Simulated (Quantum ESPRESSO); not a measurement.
# Single-point calculation, with input and output: Ta (part 1 of 2)

Ta (Im-3m, 1 atom in the cell), computed with Kohn-Sham DFT of a periodic cell, LDA, GBRV 1.5 LDA, no spin polarisation (Quantum ESPRESSO 7.5).

The structure derives from an entry of the Crystallography Open Database. The volume is scaled by 0.98.

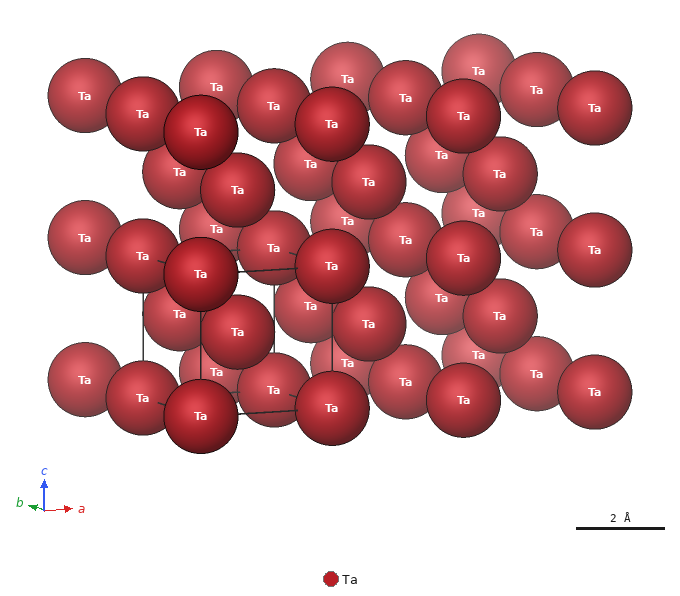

*The structure as given in the input (spheres-only view of the cell 2 times as large as that of the calculation, set on its symmetry axes, repeated 3 × 2 × 2, seen slightly off an axis). An atom can appear more than once, as a periodic image.*

Input file:
```
&CONTROL
  calculation = 'scf'
  prefix = 'pwscf'
  outdir = './tmp'
  pseudo_dir = './pseudo'
  tprnfor = .true.
  tstress = .true.
  disk_io = 'nowf'
/
&SYSTEM
  ibrav = 0
  nat = 1
  ntyp = 1
  ecutwfc = 56
  ecutrho = 448
  nbnd = 12
  occupations = 'smearing'
  smearing = 'fd'
  degauss = 0.00367493
/
&ELECTRONS
  conv_thr = 2d-10
  electron_maxstep = 120
  mixing_beta = 0.5
/
ATOMIC_SPECIES
Ta   180.9479 ta_lda_v1.uspp.F.UPF
CELL_PARAMETERS angstrom
  -1.6401972500    1.6401972500    1.6401972500
   1.6401972500   -1.6401972500    1.6401972500
   1.6401972500    1.6401972500   -1.6401972500
ATOMIC_POSITIONS crystal
Ta     0.0000000000    0.0000000000    0.0000000000
K_POINTS automatic
11 11 11 0 0 0
```

Launched with:
```bash
OMP_NUM_THREADS=1 mpirun -n 2 pw.x -nk 2 -in pw.in > pw.out
```

What the program printed:
```
This program is part of the open-source Quantum ESPRESSO suite
     for quantum simulation of materials; please cite
         "P. Giannozzi et al., J. Phys.:Condens. Matter 21 395502 (2009);
         "P. Giannozzi et al., J. Phys.:Condens. Matter 29 465901 (2017);
         "P. Giannozzi et al., J. Chem. Phys. 152 154105 (2020);
          URL
     in publications or presentations arising from this work. More details at

     Message from routine setup:
     using ibrav=0 with symmetry is DISCOURAGED, use correct ibrav instead

     K-points division:     npool     =       2
     Subspace diagonalization in iterative solution of the eigenvalue problem:
     a serial algorithm will be used

     G-vector sticks info
     --------------------
     sticks:   dense  smooth     PW     G-vecs:    dense   smooth      PW
     Sum         969     483    159                19141     6819    1253

     Using Slab Decomposition

     bravais-lattice index     =            0
     lattice parameter (alat)  =       5.3685  a.u.
     unit-cell volume          =     119.1091 (a.u.)^3
     number of atoms/cell      =            1
     number of atomic types    =            1
     number of electrons       =        13.00
     number of Kohn-Sham states=           12
     kinetic-energy cutoff     =      56.0000  Ry
     charge density cutoff     =     448.0000  Ry
     scf convergence threshold =      2.0E-10
     mixing beta               =       0.5000
     number of iterations used =            8  plain     mixing
     Exchange-correlation= SLA  PZ   NOGX NOGC
                           (   1   1   0   0   0   0   0)

     celldm(1)=   5.368532  celldm(2)=   0.000000  celldm(3)=   0.000000
     celldm(4)=   0.000000  celldm(5)=   0.000000  celldm(6)=   0.000000

     crystal axes: (cart. coord. in units of alat)
               a(1) = (  -0.577350   0.577350   0.577350 )
               a(2) = (   0.577350  -0.577350   0.577350 )
               a(3) = (   0.577350   0.577350  -0.577350 )

     reciprocal axes: (cart. coord. in units 2 pi/alat)
               b(1) = ( -0.000000  0.866025  0.866025 )
               b(2) = (  0.866025 -0.000000  0.866025 )
               b(3) = (  0.866025  0.866025  0.000000 )

     PseudoPot. # 1 for Ta read from file:
     ta_lda_v1.uspp.F.UPF
     Pseudo is Ultrasoft + core correction, Zval = 13.0
     Generated by new atomic code, or converted to UPF format
     Using radial grid of  921 points,  7 beta functions with:
                l(1) =   0
                l(2) =   0
                l(3) =   1
                l(4) =   1
                l(5) =   2
                l(6) =   2
                l(7) =   3
     Q(r) pseudized with  6 coefficients,  rinner =    1.300   1.300   1.300
                                                       1.300   1.300   1.300
                                                       1.300

     atomic species   valence    mass     pseudopotential
     Ta               13.00   180.94790     Ta( 1.00)

     48 Sym. Ops., with inversion, found

   Cartesian axes

     site n.     atom                  positions (alat units)
         1        Ta     tau(   1) = (   0.0000000   0.0000000   0.0000000  )

     number of k points=    56  Fermi-Dirac smearing, width (Ry)=  0.0037
                       cart. coord. in units 2pi/alat
        k(    1) = (   0.0000000   0.0000000   0.0000000), wk =   0.0015026
        k(    2) = (   0.0787296   0.0787296   0.0000000), wk =   0.0180316
        k(    3) = (   0.1574592   0.1574592   0.0000000), wk =   0.0180316
        k(    4) = (   0.2361887   0.2361887   0.0000000), wk =   0.0180316
        k(    5) = (   0.3149183   0.3149183   0.0000000), wk =   0.0180316
        k(    6) = (   0.3936479   0.3936479   0.0000000), wk =   0.0180316
        k(    7) = (   0.1574592   0.0787296   0.0787296), wk =   0.0360631
        k(    8) = (   0.2361887   0.1574592   0.0787296), wk =   0.0721262
        k(    9) = (   0.3149183   0.2361887   0.0787296), wk =   0.0721262
        k(   10) = (   0.3936479   0.3149183   0.0787296), wk =   0.0721262
        k(   11) = (   0.4723775   0.3936479   0.0787296), wk =   0.0360631
        k(   12) = (   0.3149183   0.1574592   0.1574592), wk =   0.0360631
        k(   13) = (   0.3936479   0.2361887   0.1574592), wk =   0.0721262
        k(   14) = (   0.4723775   0.3149183   0.1574592), wk =   0.0721262
        k(   15) = (   0.4723775   0.2361887   0.2361887), wk =   0.0360631
        k(   16) = (   0.5511071   0.3149183   0.2361887), wk =   0.0360631
        k(   17) = (   0.1574592   0.1574592   0.1574592), wk =   0.0120210
        k(   18) = (   0.2361887   0.2361887   0.1574592), wk =   0.0360631
        k(   19) = (   0.3149183   0.3149183   0.1574592), wk =   0.0360631
        k(   20) = (   0.3936479   0.3936479   0.1574592), wk =   0.0360631
        k(   21) = (  -0.0000000  -0.0000000   0.1574592), wk =   0.0090158
        k(   22) = (   0.3149183   0.2361887   0.2361887), wk =   0.0360631
        k(   23) = (   0.3936479   0.3149183   0.2361887), wk =   0.0721262
        k(   24) = (   0.4723775   0.3936479   0.2361887), wk =   0.0360631
        k(   25) = (   0.0000000  -0.0787296   0.2361887), wk =   0.0360631
        k(   26) = (   0.4723775   0.3149183   0.3149183), wk =   0.0360631
        k(   27) = (  -0.0000000  -0.1574592   0.3149183), wk =   0.0360631
        k(   28) = (   0.0787296  -0.0787296   0.3149183), wk =   0.0360631
        k(   29) = (  -0.0000000  -0.2361887   0.3936479), wk =   0.0360631
        k(   30) = (   0.0787296  -0.1574592   0.3936479), wk =   0.0721262
        k(   31) = (  -0.0000000  -0.3149183   0.4723775), wk =   0.0360631
        k(   32) = (   0.0787296  -0.2361887   0.4723775), wk =   0.0721262
        k(   33) = (   0.1574592  -0.1574592   0.4723775), wk =   0.0360631
        k(   34) = (  -0.7872958  -0.3149183  -0.3149183), wk =   0.0360631
        k(   35) = (  -0.7085662  -0.2361887  -0.3149183), wk =   0.0721262
        k(   36) = (  -0.6298367  -0.2361887  -0.2361887), wk =   0.0120210
        k(   37) = (   0.3149183   0.3149183   0.3149183), wk =   0.0120210
        k(   38) = (   0.3936479   0.3936479   0.3149183), wk =   0.0360631
        k(   39) = (   0.0000000   0.0000000   0.3149183), wk =   0.0090158
        k(   40) = (   0.4723775   0.3936479   0.3936479), wk =   0.0120210
        k(   41) = (  -0.0000000  -0.0787296   0.3936479), wk =   0.0360631
        k(   42) = (  -0.0000000  -0.1574592   0.4723775), wk =   0.0360631
        k(   43) = (   0.0787296  -0.0787296   0.4723775), wk =   0.0360631
        k(   44) = (  -0.0000000  -0.2361887   0.5511071), wk =   0.0360631
        k(   45) = (   0.0787296  -0.1574592   0.5511071), wk =   0.0721262
        k(   46) = (  -0.7872958  -0.2361887  -0.2361887), wk =   0.0360631
        k(   47) = (  -0.7085662  -0.1574592  -0.2361887), wk =   0.0360631
        k(   48) = (  -0.0000000  -0.0000000   0.4723775), wk =   0.0090158
        k(   49) = (  -0.0000000  -0.0787296   0.5511071), wk =   0.0360631
        k(   50) = (  -0.0000000  -0.1574592   0.6298367), wk =   0.0360631
        k(   51) = (   0.0787296  -0.0787296   0.6298367), wk =   0.0360631
        k(   52) = (  -0.7872958  -0.1574592  -0.1574592), wk =   0.0360631
        k(   53) = (  -0.0000000  -0.0000000   0.6298367), wk =   0.0090158
        k(   54) = (  -0.0000000  -0.0787296   0.7085662), wk =   0.0360631
        k(   55) = (  -0.7872958  -0.0787296  -0.0787296), wk =   0.0120210
        k(   56) = (  -0.0000000  -0.0000000   0.7872958), wk =   0.0090158

     Dense  grid:    19141 G-vectors     FFT dimensions: (  40,  40,  40)

     Smooth grid:     6819 G-vectors     FFT dimensions: (  25,  25,  25)

     Initial potential from superposition of free atoms

     starting charge      12.9991, renormalised to      13.0000

     negative rho (up, down):  9.321E-02 0.000E+00
     Starting wfcs are   13 randomized atomic wfcs

     Self-consistent Calculation

     iteration #  1     ecut=    56.00 Ry     beta= 0.50
     Davidson diagonalization with overlap
     ethr =  1.00E-02,  avg # of iterations =  3.8

     Threshold (ethr) on eigenvalues was too large:
     Diagonalizing with lowered threshold

     Davidson diagonalization with overlap
     ethr =  1.53E-04,  avg # of iterations =  1.8

     negative rho (up, down):  9.558E-02 0.000E+00

     total energy              =    -141.92081545 Ry
     estimated scf accuracy    <       0.02073210 Ry

     iteration #  2     ecut=    56.00 Ry     beta= 0.50
     Davidson diagonalization with overlap
     ethr =  1.59E-04,  avg # of iterations =  2.1

     negative rho (up, down):  9.736E-02 0.000E+00

     total energy              =    -141.92241665 Ry
     estimated scf accuracy    <       0.00143892 Ry

     iteration #  3     ecut=    56.00 Ry     beta= 0.50
     Davidson diagonalization with overlap
     ethr =  1.11E-05,  avg # of iterations =  2.4

     negative rho (up, down):  9.835E-02 0.000E+00

     total energy              =    -141.92256154 Ry
     estimated scf accuracy    <       0.00009329 Ry

     iteration #  4     ecut=    56.00 Ry     beta= 0.50
     Davidson diagonalization with overlap
     ethr =  7.18E-07,  avg # of iterations =  1.2

     negative rho (up, down):  9.831E-02 0.000E+00

     total energy              =    -141.92256469 Ry
     estimated scf accuracy    <       0.00000122 Ry

     iteration #  5     ecut=    56.00 Ry     beta= 0.50
     Davidson diagonalization with overlap
     ethr =  9.39E-09,  avg # of iterations =  1.7

     negative rho (up, down):  9.831E-02 0.000E+00

     total energy              =    -141.92256472 Ry
     estimated scf accuracy    <       0.00000015 Ry

     iteration #  6     ecut=    56.00 Ry     beta= 0.50
     Davidson diagonalization with overlap
     ethr =  1.12E-09,  avg # of iterations =  2.0

     negative rho (up, down):  9.831E-02 0.000E+00

     total energy              =    -141.92256474 Ry
     estimated scf accuracy    <          4.6E-09 Ry

     iteration #  7     ecut=    56.00 Ry     beta= 0.50
     Davidson diagonalization with overlap
     ethr =  3.52E-11,  avg # of iterations =  2.0

     negative rho (up, down):  9.831E-02 0.000E+00

     total energy              =    -141.92256474 Ry
     estimated scf accuracy    <          2.8E-10 Ry

     iteration #  8     ecut=    56.00 Ry     beta= 0.50
     Davidson diagonalization with overlap
     ethr =  2.17E-12,  avg # of iterations =  1.0

     negative rho (up, down):  9.831E-02 0.000E+00

     End of self-consistent calculation

          k = 0.0000 0.0000 0.0000 (   887 PWs)   bands (ev):

   -48.3655 -14.2484 -14.2484 -14.2484  10.7437  19.3903  19.3903  19.3903
    22.7204  22.7204  33.4743  33.4743

          k = 0.0787 0.0787 0.0000 (   851 PWs)   bands (ev):

   -48.3555 -14.3572 -14.2819 -14.2491  11.1184  19.1518  19.3112  19.7606
    22.3638  22.7224  33.7995  34.1183

          k = 0.1575 0.1575 0.0000 (   859 PWs)   bands (ev):

   -48.3286 -14.6409 -14.3707 -14.2508  12.1282  18.5751  18.9371  20.8402
    22.0070  22.7780  34.2719  35.9013

          k = 0.2362 0.2362 0.0000 (   848 PWs)   bands (ev):

   -48.2932 -14.9961 -14.4846 -14.2532  13.3683  17.9234  18.5485  22.2182
    22.5266  22.9705  33.4517  35.0572

          k = 0.3149 0.3149 0.0000 (   838 PWs)   bands (ev):

   -48.2606 -15.3081 -14.5872 -14.2554  14.1147  17.3986  19.0516  22.6079
    23.3016  24.5862  31.8418  32.6137

          k = 0.3936 0.3936 0.0000 (   836 PWs)   bands (ev):

   -48.2411 -15.4876 -14.6472 -14.2568  14.2379  17.1125  20.2351  22.6586
    23.6039  26.3624  30.7458  30.9179

          k = 0.1575 0.0787 0.0787 (   849 PWs)   bands (ev):

   -48.3370 -14.5525 -14.3191 -14.2751  11.8176  18.8379  18.9447  20.5437
    21.9089  22.8646  34.3231  35.2504

          k = 0.2362 0.1575 0.0787 (   851 PWs)   bands (ev):
```
